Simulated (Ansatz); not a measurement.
Geometry relaxation, with input and output: Cu (part 1 of 2)

System: Cu (P6₃/mmc, 4 atoms in the cell).
Method: DFT r2SCAN, scalar-relativistic, plane waves, PAW, no spin polarisation (Ansatz 0.2.0).

The structure was made by swapping elements on the sites of another compound; it need not be a known phase. It belongs to a series of runs on one base structure; here: Ag -> Cu on all its sites, cell and atoms relaxed. Figures and captions count atoms from 1; the log counts them from 0 in places.

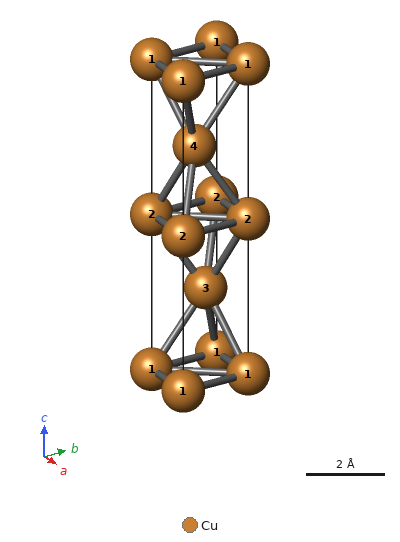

*The starting structure (ball-and-stick view of the cell of the calculation, seen slightly off an axis; atoms are numbered from 1 in the order of the input).*

**Key numbers**

| quantity | value |
| --- | --- |
| outcome | converged |
| space group (tolerance 0.01 Å) | P6₃/mmc (194) |
| electrons treated | 76 |
| free energy | −26524.9327 eV |
| Fermi energy | 17.190 eV |
| gap on the k-point mesh | none (metallic) |
| pressure | −0.02 GPa |
| final volume | 45.79 Å³ |
| largest force (length of the vector) at the end | under 0.001 eV/Å |
| final cell | a = 2.529 Å, b = 2.529 Å, c = 8.265 Å, α = 90.00°, β = 90.00°, γ = 120.00° |
| hardware | 1 thread of Oxide Virtual Turin-like (Zen 5), 32 GiB of memory available, shared host |
| wall time | 1.9 min |
| peak memory | 0.7 GiB |

**The input**
```yaml
crystal:
  lattice:
    - [2.5367342264, 0.0, 0.0]
    - [-1.2683671132, 2.1968762827, 0.0]
    - [0.0, 0.0, 8.2217085278]
  atoms:
    - { symbol: Cu, position: [0.0, 0.0, 0.0] }
    - { symbol: Cu, position: [0.0, 0.0, 0.5] }
    - { symbol: Cu, position: [0.3333333333, 0.6666666667, 0.25] }
    - { symbol: Cu, position: [0.6666666667, 0.3333333333, 0.75] }
basis:
  ecutwfc: 500
kpoints:
  mp_grid: { grid: [18, 18, 6] }
hamiltonian:
  xc: r2scan
scf:
  occupations: { method: gaussian, width: 0.1 }
output:
  forces: true
  stress: true
  eigenvalues: true
relax:
  adjacent_minimum: "off"
  f_tol: 0.01
  max_steps: 60
  cell: { stress_tol: 0.1 }
```

Launched with:
```bash
ansatz run input.yaml --threads 1 --pin off --max-ram 2560MiB --backend cpu --events-out ev --progress --plain --runs-dir out
```

**Log**
```
Engine: ansatz 0.2.0, x86_64-unknown-linux-gnu
Pseudopotentials: kind: paw
Pseudopotential: Cu, paw, valence charge 19, recommended cutoff 500 eV (meta_gga), Cu.paw.azcp
Functional definition: r2SCAN
  parameter k0 = 0.174
  parameter k1 = 0.065
  parameter a1 = 4.9479
  exchange = r2scan_x(k0 = k0, k1 = k1, a1 = a1)
  correlation = r2scan_c
Crystal: 4 atoms, lattice volume = 45.819 Å³
Basis set: ecut = 500 eV, 1157 PW (Γ), exchange–correlation on 80×80×240 points (64 copies of the dense FFT grid, shifted against one another)
Bands: 46, of which v1, the nominal top of the filled ones, is band 38 counted from 1 (37 counted from 0)
Symmetry: 24 space group operations
Space group: P63/mmc (ITA 194), of the structure as read, at distance tolerance 3.6e-5 Å
k-points: 148 of 1944
Non-local potential: Cu, projectors of the file, l = 0: 3, l = 1: 2, l = 2: 3, l = 3: 1
PAW form: soft (Blöchl's): semilocal exchange-correlation on the pseudo side does not see the compensation charge
PAW frozen core: Cu, regenerated for the run's functional (the file was generated under x = pbe(κ = 0.804, μ = 0.2195149727645171), c = pbe(β = 0.06672455060314922))
PAW one-centre angular grid: Cu, 590 points (default); XC on 160 Gauss nodes
Initial density: superposition of atomic densities (neutral atoms: chi_scale 0, normalization atom), corrected by the library's trained network
Initial wavefunctions: pseudopotential atomic-orbital guess
Functional: x = r2scan, c = r2scan; τ floored in thin density (d = 2e-4 eV/Å³)
SCF iter   1: F=—  HF=-26525.004781 eV  |F-HF|=—  |Δ(HF+E_count)|=         —  Δρ=4.03e-2  dr2=4.06e-1  dr2_τ=2.95e-3  ethr=1.77e-3  ⟨swp⟩=5.0  Hψ=21606  notcnv=0  defer=76
preconditioner: auto → Kerker (q_TF=auto, 2.968 Å⁻¹)  [metal: Δε(μ)=0.027 eV  Ē_g=11.715 eV  σ=0.100 eV  W_gap=0.15  n_scr=24 (ndim 8)  ℏωp=36.4 eV  f_vac=0.000  D(μ)=1.29/eV (n_scr^D=4)]
SCF iter   2: F=—  HF=-26524.960341 eV  |F-HF|=—  |Δ(HF+E_count)|=   4.44e-2  Δρ=1.08e-2  dr2=1.81e-2  dr2_τ=4.77e-3  ethr=5.34e-4  ⟨swp⟩=2.0  Hψ=11840  notcnv=0  defer=388
SCF iter   3: F=—  HF=-26524.937904 eV  |F-HF|=—  |Δ(HF+E_count)|=   2.24e-2  Δρ=9.50e-3  dr2=2.76e-2  dr2_τ=1.72e-4  ethr=2.38e-5  ⟨swp⟩=2.0  Hψ=12837  notcnv=0  defer=388
SCF iter   4: F=—  HF=-26524.931079 eV  |F-HF|=—  |Δ(HF+E_count)|=   6.83e-3  Δρ=1.85e-3  dr2=1.22e-3  dr2_τ=5.78e-5  ethr=2.38e-5  ⟨swp⟩=1.6  Hψ=8357  notcnv=0  defer=388
SCF iter   5: F=—  HF=-26524.931991 eV  |F-HF|=—  |Δ(HF+E_count)|=   9.13e-4  Δρ=3.03e-3  dr2=2.73e-3  dr2_τ=1.70e-5  ethr=1.61e-6  ⟨swp⟩=2.0  Hψ=11898  notcnv=0  defer=388
SCF iter   6: F=—  HF=-26524.931610 eV  |F-HF|=—  |Δ(HF+E_count)|=   3.81e-4  Δρ=6.79e-4  dr2=1.61e-4  dr2_τ=1.51e-6  ethr=1.61e-6  ⟨swp⟩=2.0  Hψ=9510  notcnv=0  defer=388
SCF iter   7: F=—  HF=-26524.931593 eV  |F-HF|=—  |Δ(HF+E_count)|=   1.69e-5  Δρ=1.31e-4  dr2=7.24e-6  dr2_τ=3.80e-8  ethr=2.11e-7  ⟨swp⟩=2.1  Hψ=8810  notcnv=0  defer=388
SCF iter   8: F=—  HF=-26524.931591 eV  |F-HF|=—  |Δ(HF+E_count)|=   2.16e-6  Δρ=2.25e-5  dr2=2.34e-7  dr2_τ=2.19e-9  ethr=9.52e-9  ⟨swp⟩=2.3  Hψ=9435  notcnv=0  defer=388
SCF iter   9: F=-26524.931591 eV  HF=-26524.931591 eV  |F-HF|=4.08e-9  |Δ(HF+E_count)|=   1.06e-7  Δρ=7.70e-6  dr2=1.72e-8  dr2_τ=1.33e-10  ethr=1.32e-10  ⟨swp⟩=8.2  Hψ=29073  notcnv=0
SCF 1 converged in 9 iterations: F = -26524.931591 eV  dr2 = 1.72e-8
  greatest PAW one-centre occupation: 1.000 electrons in one spin orbital (limit 2), on the Cu atom at site 1 (counted from 0), in its partial waves of l = 0
relax step   1: F+E_penalty+E_count = -26524.93159107 eV  Δ(F+E_penalty+E_count) = +0.000e0 eV  max|allowed force component| = 6.361e-18 eV/Å  Δτ_max = 0.0000 Å  P = -0.095 GPa  Ω = 45.819 Å³  (9 SCF iters, dr2 threshold 1.00e-7 eV, accepted)
Crystal: 4 atoms, lattice volume = 45.803 Å³
Basis set: ecut = 500 eV, 1171 PW (Γ), exchange–correlation on 80×80×240 points (64 copies of the dense FFT grid, shifted against one another)
Initial density: handed on by an earlier stage of this run
Initial wavefunctions: those handed on with the density
iter 1 solved again at ethr=2.97e-8 eV; its pass at ethr=3.10e-3 eV (dr2=2.25e-5 eV) is discarded
SCF iter   1: F=—  HF=-26524.931934 eV  |F-HF|=—  |Δ(HF+E_count)|=         —  Δρ=2.76e-4  dr2=1.98e-5  dr2_τ=2.56e-4  ethr=2.97e-8  ⟨swp⟩=3.2  Hψ=30704  notcnv=0
preconditioner: auto → Kerker (q_TF=auto, 2.969 Å⁻¹)  [metal: Δε(μ)=0.015 eV  Ē_g=11.557 eV  σ=0.100 eV  W_gap=0.09  n_scr=24 (ndim 8)  ℏωp=36.4 eV  f_vac=0.000  D(μ)=1.37/eV (n_scr^D=6)]
SCF iter   2: F=—  HF=-26524.932250 eV  |F-HF|=—  |Δ(HF+E_count)|=   3.16e-4  Δρ=1.27e-4  dr2=2.81e-6  dr2_τ=2.63e-7  ethr=2.60e-8  ⟨swp⟩=2.0  Hψ=12459  notcnv=0
SCF iter   3: F=—  HF=-26524.932250 eV  |F-HF|=—  |Δ(HF+E_count)|=   5.69e-7  Δρ=5.91e-5  dr2=8.37e-7  dr2_τ=2.98e-8  ethr=5.26e-10  ⟨swp⟩=6.5  Hψ=30409  notcnv=0
SCF iter   4: F=-26524.932250 eV  HF=-26524.932250 eV  |F-HF|=1.92e-7  |Δ(HF+E_count)|=   1.55e-7  Δρ=3.09e-5  dr2=1.79e-7  dr2_τ=7.20e-9  ethr=5.26e-10  ⟨swp⟩=4.5  Hψ=24684  notcnv=0
SCF 2 converged in 4 iterations: F = -26524.932250 eV  dr2 = 1.79e-7
relax step   2: F+E_penalty+E_count = -26524.93225024 eV  Δ(F+E_penalty+E_count) = -6.592e-4 eV  max|allowed force component| = 9.252e-18 eV/Å  Δτ_max = 0.0000 Å  P = -0.047 GPa  Ω = 45.803 Å³  energy of the carried Pulay correction = +8.178e-6 eV  (4 SCF iters, dr2 threshold 4.00e-7 eV, accepted)
Crystal: 4 atoms, lattice volume = 45.794 Å³
Basis set: ecut = 500 eV, 1165 PW (Γ), exchange–correlation on 80×80×240 points (64 copies of the dense FFT grid, shifted against one another)
iter 1 solved again at ethr=6.69e-8 eV; its pass at ethr=3.10e-3 eV (dr2=5.09e-5 eV) is discarded
SCF iter   1: F=—  HF=-26524.931562 eV  |F-HF|=—  |Δ(HF+E_count)|=         —  Δρ=4.30e-4  dr2=4.31e-5  dr2_τ=9.56e-4  ethr=6.69e-8  ⟨swp⟩=3.3  Hψ=32402  notcnv=0
preconditioner: auto → Kerker (q_TF=auto, 2.969 Å⁻¹)  [metal: Δε(μ)=0.024 eV  Ē_g=11.563 eV  σ=0.100 eV  W_gap=0.14  n_scr=24 (ndim 8)  ℏωp=36.4 eV  f_vac=0.000  D(μ)=1.39/eV (n_scr^D=6)]
SCF iter   2: F=—  HF=-26524.932752 eV  |F-HF|=—  |Δ(HF+E_count)|=   1.19e-3  Δρ=1.56e-4  dr2=3.96e-6  dr2_τ=6.86e-7  ethr=5.67e-8  ⟨swp⟩=2.0  Hψ=12463  notcnv=0
SCF iter   3: F=—  HF=-26524.932754 eV  |F-HF|=—  |Δ(HF+E_count)|=   2.20e-6  Δρ=1.00e-4  dr2=2.19e-6  dr2_τ=6.06e-8  ethr=5.26e-10  ⟨swp⟩=6.2  Hψ=30919  notcnv=0
SCF iter   4: F=—  HF=-26524.932755 eV  |F-HF|=—  |Δ(HF+E_count)|=   1.07e-6  Δρ=7.06e-5  dr2=9.90e-7  dr2_τ=2.50e-8  ethr=2.88e-9  ⟨swp⟩=2.0  Hψ=10079  notcnv=0
SCF iter   5: F=-26524.932755 eV  HF=-26524.932756 eV  |F-HF|=2.38e-7  |Δ(HF+E_count)|=   4.61e-7  Δρ=3.74e-5  dr2=3.40e-7  dr2_τ=4.99e-9  ethr=5.26e-10  ⟨swp⟩=3.0  Hψ=23783  notcnv=0
SCF 3 converged in 5 iterations: F = -26524.932755 eV  dr2 = 3.40e-7
relax step   3: F+E_penalty+E_count = -26524.93275543 eV  Δ(F+E_penalty+E_count) = -5.052e-4 eV  max|allowed force component| = 2.313e-17 eV/Å  Δτ_max = 0.0000 Å  P = -0.024 GPa  Ω = 45.794 Å³  energy of the carried Pulay correction = +1.217e-5 eV  (5 SCF iters, dr2 threshold 4.00e-7 eV, accepted)
Basis set: ecut = 500 eV, 1165 PW (Γ), exchange–correlation on 80×80×256 points (64 copies of the dense FFT grid, shifted against one another)
Initial wavefunctions: pseudopotential atomic-orbital guess (no wavefunctions were taken with the density)
iter 1 solved again at ethr=1.50e-9 eV; its pass at ethr=3.10e-3 eV (dr2=1.14e-6 eV) is discarded
SCF iter   1: F=—  HF=-26524.932725 eV  |F-HF|=—  |Δ(HF+E_count)|=         —  Δρ=9.94e-5  dr2=4.28e-7  dr2_τ=4.52e-8  ethr=1.50e-9  ⟨swp⟩=3.7  Hψ=42359  notcnv=0
preconditioner: auto → Kerker (q_TF=auto, 2.969 Å⁻¹)  [metal: Δε(μ)=0.022 eV  Ē_g=11.564 eV  σ=0.100 eV  W_gap=0.12  n_scr=24 (ndim 8)  ℏωp=36.4 eV  f_vac=0.000  D(μ)=1.39/eV (n_scr^D=6)]
SCF iter   2: F=—  HF=-26524.932738 eV  |F-HF|=—  |Δ(HF+E_count)|=   1.33e-5  Δρ=5.58e-5  dr2=2.65e-7  dr2_τ=2.17e-7  ethr=5.63e-10  ⟨swp⟩=2.0  Hψ=11911  notcnv=0
SCF iter   3: F=—  HF=-26524.932740 eV  |F-HF|=—  |Δ(HF+E_count)|=   2.08e-6  Δρ=3.83e-5  dr2=5.67e-8  dr2_τ=1.30e-7  ethr=3.48e-10  ⟨swp⟩=2.0  Hψ=9825  notcnv=0
SCF iter   4: F=—  HF=-26524.932743 eV  |F-HF|=—  |Δ(HF+E_count)|=   3.21e-6  Δρ=1.40e-5  dr2=4.09e-8  dr2_τ=3.28e-9  ethr=7.46e-11  ⟨swp⟩=2.0  Hψ=10081  notcnv=0
SCF iter   5: F=—  HF=-26524.932743 eV  |F-HF|=—  |Δ(HF+E_count)|=   1.92e-8  Δρ=6.57e-6  dr2=3.30e-9  dr2_τ=3.65e-9  ethr=5.38e-11  ⟨swp⟩=2.0  Hψ=10077  notcnv=0
SCF iter   6: F=—  HF=-26524.932743 eV  |F-HF|=—  |Δ(HF+E_count)|=   9.01e-8  Δρ=7.53e-7  dr2=3.00e-10  dr2_τ=1.53e-11  ethr=4.35e-12  ⟨swp⟩=2.0  Hψ=9699  notcnv=0
SCF iter   7: F=-26524.932743 eV  HF=-26524.932743 eV  |F-HF|=0.00e0  |Δ(HF+E_count)|=  2.51e-10  Δρ=3.51e-7  dr2=5.02e-11  dr2_τ=1.22e-12  ethr=1.00e-12  ⟨swp⟩=4.1  Hψ=22979  notcnv=0
SCF 4 converged in 7 iterations: F = -26524.932743 eV  dr2 = 5.02e-11
relax step   4: F+E_penalty+E_count = -26524.93274340 eV  Δ(F+E_penalty+E_count) = +1.203e-5 eV  max|allowed force component| = 2.313e-17 eV/Å  Δτ_max = 0.0000 Å  P = -0.025 GPa  Ω = 45.794 Å³  stress off target by 2.61e-2 GPa  SCF on the basis re-selected at this cell (its energy is not comparable with the rows above)  (7 SCF iters)
```

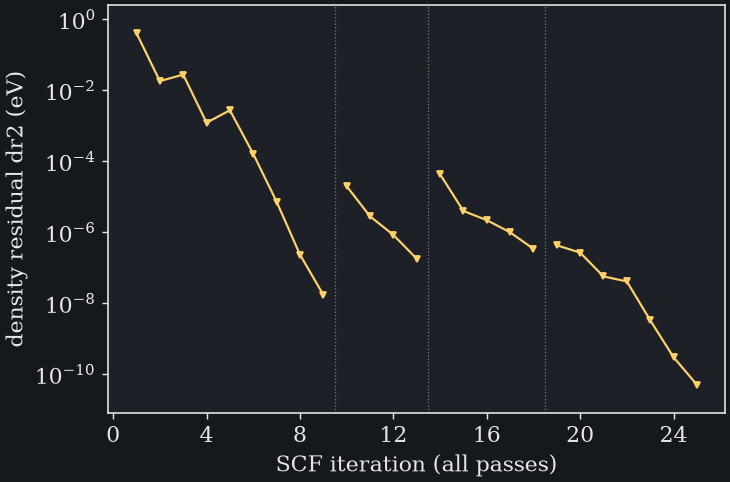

*Convergence of the self-consistent field: density residual dr2 against the SCF iteration. The dotted lines part the SCF passes of the relaxation: geometry steps, rejected trials and re-solves on a re-selected basis.*

The passes take 9, 4, 5 and 7 iterations.
